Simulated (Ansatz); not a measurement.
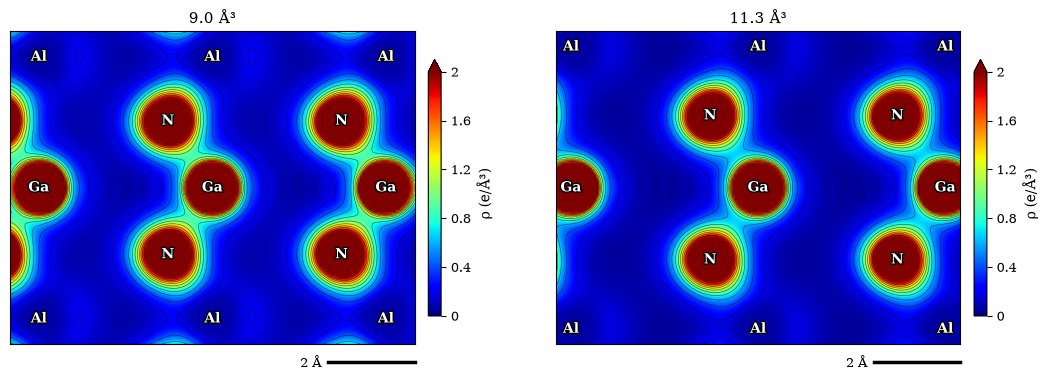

Al3GaN4. The valence pseudo-density of cells scaled evenly to different volumes (given per atom above each panel), on the (101) plane of each (indices in the axes of the cell below), at one length scale and on one colour scale.

A structure from a database of computed crystals, not necessarily the ambient phase.

The calculation used Ansatz 0.2.0, DFT PBEsol, scalar-relativistic, plane waves, PAW.

Core electrons are frozen (PAW), and the valence fields are smoothed inside the atomic spheres.

The largest cell:

```
CELL_PARAMETERS angstrom
4.30632 0.00000 0.00000
0.00000 4.30632 0.00000
0.00000 0.00000 4.86184
ATOMIC_POSITIONS crystal
Al 0.50000 0.50000 0.00000
Al 0.50000 0.00000 0.50000
Al 0.00000 0.50000 0.50000
Ga 0.00000 0.00000 0.00000
N 0.74471 0.74471 0.25529
N 0.74471 0.25529 0.74471
N 0.25529 0.74471 0.74471
N 0.25529 0.25529 0.25529
```

| volume (Å³/atom) | Al–N contact in the plane (Å) | ρ at its midpoint (e/Å³) | pressure (GPa) | gap on the mesh (eV) | 
| --- | --- | --- | --- | --- |
| 8.99 | 1.792 | 0.805 | 46.9 | 2.92 | 
| 9.56 | 1.829 | ? | ? | ? | 
| 11.27 | 1.933 | 0.642 | −10.1 | 2.64 | 

Estimate the missing row, and compare with the calculation.

Over the known rows ln ρ falls by 1.60 per Å of Al–N distance (the line through the two), which gives 0.759 e/Å³ at 1.829 Å; the calculation gives 0.758 e/Å³. For the pressure, a straight line in volume between the neighbouring rows gives 32.6 GPa; the calculation gives 26.5, lower because pressure rises ever faster on compression. For the gap on the mesh, a straight line in volume between the neighbouring rows gives 2.85 eV; the calculation gives 2.92.
